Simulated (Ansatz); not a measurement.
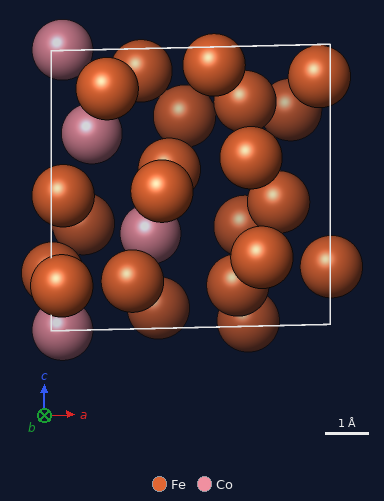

Starting frame of a dynamics run of an amorphous cell of composition Fe₇Co (24 atoms in the cell). It starts from the last geometry of an earlier run, with fresh velocities. Style: spheres-only. Shown: the simulation cell, along the b axis.

Method: DFT PBEsol, scalar-relativistic, plane waves, PAW in Ansatz 0.2.0.

Input
```yaml
crystal:
  lattice:
    - [6.57111, -0.225053, 0.087582]
    - [-0.225053, 6.296561, -0.202019]
    - [0.087582, -0.202019, 6.599873]
  atoms:
    - { symbol: Fe, position: [0.9615434165, 0.2917056012, 0.8857515228] }
    - { symbol: Fe, position: [0.7162586351, 0.1908967861, 0.6016377744] }
    - { symbol: Fe, position: [0.8152060481, 0.4983203147, 0.4413644787] }
    - { symbol: Fe, position: [0.3216086443, 0.4692679476, 0.9207992375] }
    - { symbol: Fe, position: [0.3839470918, 0.8535896552, 0.0731066751] }
    - { symbol: Fe, position: [0.4231629335, 0.388891978, 0.5669594085] }
    - { symbol: Fe, position: [0.0372452817, 0.037445297, 0.1598884636] }
    - { symbol: Fe, position: [0.3967098164, 0.0179150664, 0.4897184702] }
    - { symbol: Fe, position: [0.858305079, 0.9447490698, 0.7697842388] }
    - { symbol: Fe, position: [0.2001205308, 0.0644624619, 0.8600413917] }
    - { symbol: Fe, position: [0.1147967764, 0.810214709, 0.3802052671] }
    - { symbol: Fe, position: [0.6945517244, 0.5291353767, 0.8022035702] }
    - { symbol: Fe, position: [0.5837099024, 0.1925731422, 0.9358617789] }
    - { symbol: Fe, position: [0.0045861931, 0.4403077371, 0.2059718297] }
    - { symbol: Fe, position: [0.6946622808, 0.8233169729, 0.3567187417] }
    - { symbol: Fe, position: [0.0422745244, 0.2208785484, 0.4813973557] }
    - { symbol: Fe, position: [0.2908298979, 0.2793643329, 0.1709155328] }
    - { symbol: Fe, position: [0.4776506901, 0.7855024998, 0.7554479769] }
    - { symbol: Fe, position: [0.6688982016, 0.5716628457, 0.1484998309] }
    - { symbol: Fe, position: [0.7063850229, 0.8680569975, 0.0194388919] }
    - { symbol: Fe, position: [0.7553254404, 0.1708892741, 0.2449948263] }
    - { symbol: Co, position: [0.0399864894, 0.6747544154, 0.0024762339] }
    - { symbol: Co, position: [0.1450803406, 0.6082338082, 0.7013491289] }
    - { symbol: Co, position: [0.355682615, 0.6312017568, 0.3389773617] }
  symmetry: { detect: false }
basis:
  ecutwfc: 420
  xc_grid: 1
kpoints:
  mp_grid: { grid: [1, 1, 1], shift: [0.25, 0.25, 0.25] }
hamiltonian:
  xc: pbesol
scf:
  occupations: { method: fermi_dirac, width: 0.0922 }
  lower_state_search: "off"
  convergence: { dr2_threshold: 1.0e-05 }
output:
  forces: true
  stress: true
md:
  timestep: 3.0
  n_steps: 22
  ensemble: nvt_langevin
  friction: 0.015
  temperature: 1070.0
  initial_velocities: maxwell_boltzmann
  seed: 40572
```

Launched with:
```bash
ansatz run input.yaml --threads 2 --pin off --max-ram 5120MiB --backend cpu --events-out ev --progress --plain --runs-dir out
```

What does the trajectory do?

The mean temperature in the second half is 1303 K (standard deviation 179 K). The temperature is still falling (1456 K in the second quarter, 1126 K in the last), so the run isn't equilibrated. The potential energy in the second half lies on average 115 meV per atom below the first frame. The mean pressure there is −13.9 GPa. Root-mean-square distances from the starting positions over the second half, with the common drift of all atoms taken out: Fe 0.31 Å, Co 0.27 Å. The run lasts only 66 fs, too short to tell vibration from diffusion.

Along the run:

```csv
time (fs),potential energy (meV/atom),T (K),p (GPa)
0.0,0.0,1025,-7.3
6.0,1.7,979,-7.0
12.0,-13.3,1260,-7.4
18.0,-36.5,1268,-8.7
24.0,-64.5,1528,-10.2
30.0,-86.8,1648,-11.7
36.0,-103.7,1477,-13.2
42.0,-114.4,1465,-13.8
48.0,-118.2,1360,-14.0
54.0,-120.8,1282,-14.2
60.0,-119.0,1155,-14.3
66.0,-119.2,1094,-14.5
```

The paths of the atoms:

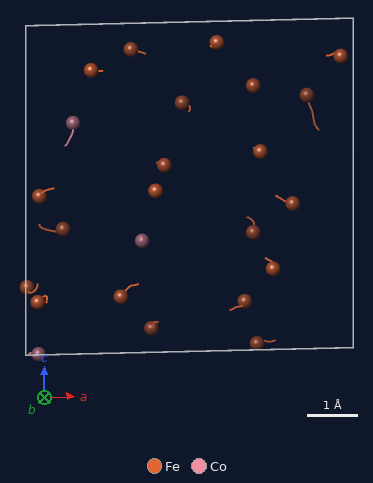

Limits of the set-up: the k-point mesh is coarse for a cell with partly filled bands; the periodic images lie only 6.3 Å apart, so the values are limited by the cell's size; an element that often carries a moment was run without spin polarisation.

The run took 5.9 min on 2 threads of AMD EPYC (Zen 3), on a shared host, peak memory 0.69 GiB.
